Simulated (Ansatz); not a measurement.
Run report: ZnO, geometry relaxation (part 2 of 2)

ZnO (P6₃mc, 4 atoms in the cell); DFT PBEsol, scalar-relativistic, plane waves, PAW, no spin polarisation (Ansatz 0.2.0); cutoff 420 eV, 12×12×6 k-mesh, Gaussian smearing of 0.02 eV. The structure derives from a Materials Project entry.

Geometry of the input (Å; fractional positions):
```
3.2374  0.0000  0.0000
-1.6187  2.8036  0.0000
0.0000  0.0000  5.2221
Zn 0.6667  0.3333  0.5006
Zn 0.3333  0.6667  0.0006
O  0.6667  0.3333  0.8797
O  0.3333  0.6667  0.3797
```

```
basis re-selected at this cell: Δ(F+E_penalty+E_count) = +1.179e-3 eV, ΔP = -0.042 GPa vs the last step (what re-selecting the basis moved, of the pressure what is left beyond the Pulay correction that the steps carried, after the strain that the cell walked since its last selection, with what the two solves' SCF thresholds leave and, on support functions, any second-order correction that the steps lacked; it is no measure of the basis error at this ecutwfc). This SCF's stress stands 4.07e-2 GPa from its target on what of the cell is left free (relax.cell.stress_tol is 5.00e-2 GPa) and its largest allowed force component is 1.44e-3 eV/Å (relax.f_tol is 5.00e-3 eV/Å): within both
SCF converged after 7 iterations
Free energy (F): -7684.258088 eV
Harris-Foulkes:  -7684.258088 eV  (|F-HF|=4.55e-12)
Internal energy: -7684.258088 eV  (E = F + TS)
E sigma→0 (E₀):  -7684.258088 eV
Fermi energy:    7.572666 eV
--- Per-component energies (eV) ---
  E_band       = 63.727477
  E_kinetic    = 610.776028
  E_local      = -3986.447159  (includes V_loc(G=0)·N_el)
  E_nonlocal   = 1338.098293
  E_hartree    = 1633.966683
  E_xc         = -415.063118
  E_vxc        = -289.598048  (∫ρ·V_xc dr)
  E_paw        = -3894.552765  (= ΣΔE_a)
  E_vpaw       = -877.039163  (= ΣTr[D̂ρ^β])
  E_aug_tail   = 0.004186  (compensation charges beyond the density's cutoff)
  E_ewald      = -2972.705522
  E_core_change = 1.665286  (= ΣΔE_core)
  E_smearing   = -0.000000  (= −TS)
  E_closure    = 0.000000  (closes the sum)
  Σ components = -7684.258088   (vs F -7684.258088, Δ=0.00e0)
--- Forces (eV/Å), atoms counted from 1 ---
  atom   1  Zn    -0.00000000     0.00000000     0.00144332
  atom   2  Zn     0.00000000    -0.00000000     0.00144332
  atom   3  O      0.00000000    -0.00000000    -0.00144326
  atom   4  O     -0.00000000     0.00000000    -0.00144326
  max |Σ_I F_I| component: 1.28e-7 eV/Å
--- Stress (GPa, compression-positive) ---
       -0.040734      -0.000000       0.000000
       -0.000000      -0.040734      -0.000000
        0.000000       0.000000      -0.031423
  P = ⅓ Tr σ = -0.0376 GPa (-0.376 kbar)
--- Band table (eV; the first three rows and the last of 76) ---
  k-point 0: bands = ["-10.8882", "-10.1308", "1.4353", "1.4437", "1.4437", "1.4881", "1.6393", "1.6393", "2.6624", "2.6624", "2.8792", "2.8792", "3.1573", "6.4099", "6.4099", "7.1252", "7.2204", "7.2204", "7.9245", "12.3950", "15.3240", "20.0822"]
  k-point 1: bands = ["-10.8403", "-10.1846", "1.3345", "1.4333", "1.4508", "1.4508", "1.6194", "1.6194", "2.6823", "2.6823", "2.8709", "2.8709", "3.4577", "6.4652", "6.4652", "6.5503", "7.1677", "7.1677", "8.5879", "12.1528", "15.5395", "20.0852"]
  k-point 2: bands = ["-10.7074", "-10.3290", "1.2087", "1.3083", "1.4739", "1.4739", "1.5704", "1.5704", "2.7330", "2.7330", "2.8427", "2.8427", "4.1384", "5.7534", "6.6155", "6.6155", "7.0211", "7.0211", "9.5935", "11.5089", "16.1644", "18.6013"]
  k-point 75: bands = ["-9.9823", "-9.9823", "1.3958", "1.3958", "1.6349", "1.6349", "2.2196", "2.2196", "2.6652", "2.6652", "3.2090", "3.2090", "3.4661", "3.4661", "4.4722", "4.4722", "5.9364", "5.9364", "15.0973", "15.0973", "15.1549", "15.1549"]
--- Relaxed structure (3 steps of the walk, 3 accepted, 1 SCFs on fresh bases) ---
  F+E_penalty+E_count = -7684.25808833 eV   max|allowed force component| = 1.443e-3 eV/Å   (the final SCF, on the basis selected at the relaxed cell)
  cell:  # Å, volume = 47.1238 Å³
    - [3.230473609335629, -2.8806241025860493e-11, 1.076778150889999e-35]
    - [-1.6152368046428676, 2.7976722119542643, 8.328907984085979e-37]
    - [1.736914369088421e-35, -1.157942912725614e-35, 5.214075610989666]
  atoms:
    - { symbol: Zn, position: [0.6666666666666666, 0.3333333333333333, 0.5006434762029206] }
    - { symbol: Zn, position: [0.33333333333333326, 0.6666666666666666, 0.0006434762029205309] }
    - { symbol: O, position: [0.6666666666666666, 0.3333333333333333, 0.8796665237970793] }
    - { symbol: O, position: [0.33333333333333326, 0.6666666666666666, 0.3796665237970795] }
```

### Trajectory as extended XYZ (Å, eV, eV/Å), 4 frames, from step=1 to step=4
```
4
Lattice="3.2374 0.0000 0.0000 -1.6187 2.8036 0.0000 0.0000 0.0000 5.2221" Properties=species:S:1:pos:R:3:forces:R:3 step=1 energy=-7684.25722 pressure_GPa=-0.86
Zn    1.6187    0.9345    2.6141    0.0000   0.0000  -0.0005
Zn    0.0000    1.8691    0.0031    0.0000   0.0000  -0.0005
O     1.6187    0.9345    4.5939    0.0000   0.0000   0.0005
O     0.0000    1.8691    1.9829    0.0000   0.0000   0.0005
4
Lattice="3.2338 0.0000 0.0000 -1.6169 2.8006 0.0000 0.0000 0.0000 5.2175" Properties=species:S:1:pos:R:3:forces:R:3 step=2 energy=-7684.25848 pressure_GPa=-0.41
Zn    1.6169    0.9335    2.6120    0.0000   0.0000   0.0003
Zn    0.0000    1.8671    0.0032    0.0000   0.0000   0.0003
O     1.6169    0.9335    4.5899    0.0000   0.0000  -0.0003
O     0.0000    1.8671    1.9811    0.0000   0.0000  -0.0003
4
Lattice="3.2305 0.0000 0.0000 -1.6152 2.7977 0.0000 0.0000 0.0000 5.2141" Properties=species:S:1:pos:R:3:forces:R:3 step=3 energy=-7684.25927 pressure_GPa=0.00
Zn    1.6152    0.9326    2.6104    0.0000   0.0000   0.0014
Zn    0.0000    1.8651    0.0034    0.0000   0.0000   0.0014
O     1.6152    0.9326    4.5866    0.0000   0.0000  -0.0014
O     0.0000    1.8651    1.9796    0.0000   0.0000  -0.0014
4
Lattice="3.2305 0.0000 0.0000 -1.6152 2.7977 0.0000 0.0000 0.0000 5.2141" Properties=species:S:1:pos:R:3:forces:R:3 step=4 energy=-7684.25809 pressure_GPa=-0.04
Zn    1.6152    0.9326    2.6104    0.0000   0.0000   0.0014
Zn    0.0000    1.8651    0.0034    0.0000   0.0000   0.0014
O     1.6152    0.9326    4.5866    0.0000   0.0000  -0.0014
O     0.0000    1.8651    1.9796    0.0000   0.0000  -0.0014
```

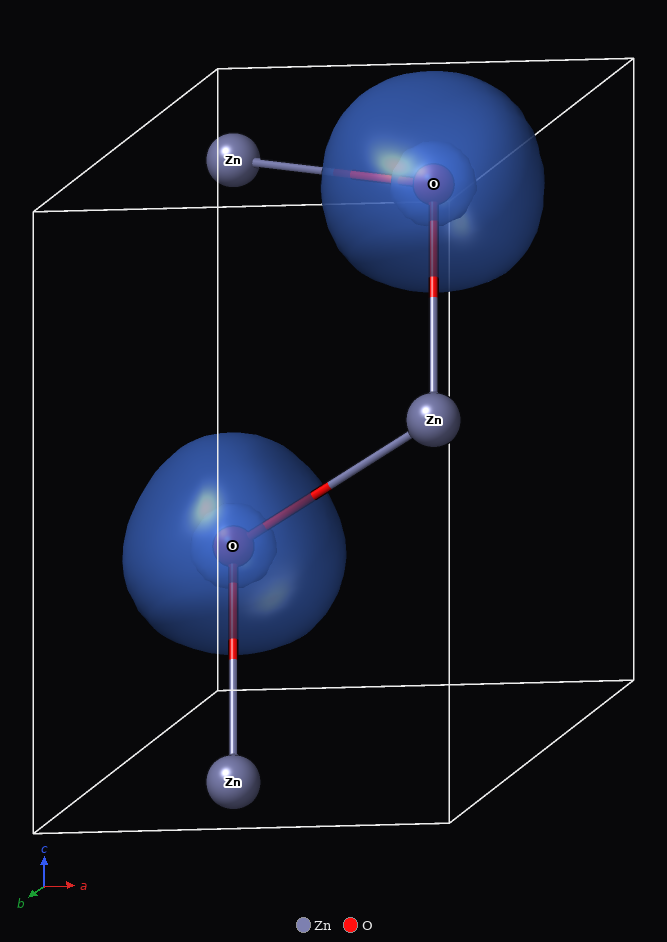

Isosurface of the electron localisation function at 0.65 (blue), seen at an oblique angle. Only the valence region is drawn (cores and ρ < 0.01 e/Å³ removed). Sticks mark near contacts. The outline is the cell set on symmetry axes. Along the contacts the grid gives the following. Zn–O (1.97 Å): the ELF is about 0.25 at the midpoint. Core electrons are frozen (PAW), so the fields are smoothed inside the atomic spheres.

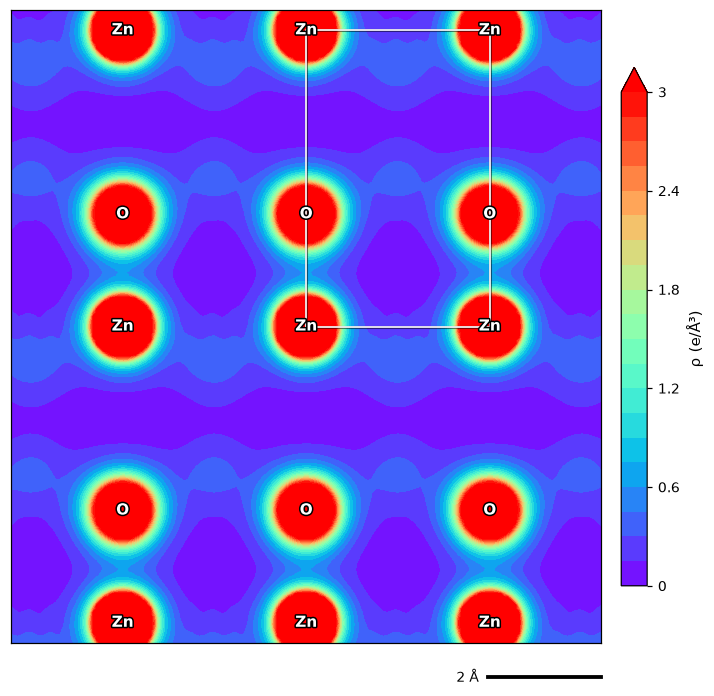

Valence charge density (pseudo) on the (010) plane of the conventional cell. The plane passes through Zn and O nuclei. Zn–O (1.98 Å): ρ at the midpoint is about 0.62 e/Å³. Away from the nuclei the density in this plane falls to 0.05 e/Å³ at its lowest.

### Results in brief

```csv
quantity,value
outcome,converged
space group (tolerance 0.01 Å),P6₃mc (186)
electrons treated,36
free energy,−7684.2581 eV
Fermi energy,7.573 eV
gap on the k-point mesh,0.70 eV
pressure,−0.04 GPa
final volume,47.12 Å³
largest force (length of the vector) at the end,0.001 eV/Å
final cell,"a = 3.230 Å, b = 3.230 Å, c = 5.214 Å, α = 90.00°, β = 90.00°, γ = 120.00°"
hardware,"1 thread of Arm Neoverse V2, 240 GiB of memory available, shared host"
wall time,41 s
peak memory,0.45 GiB
```
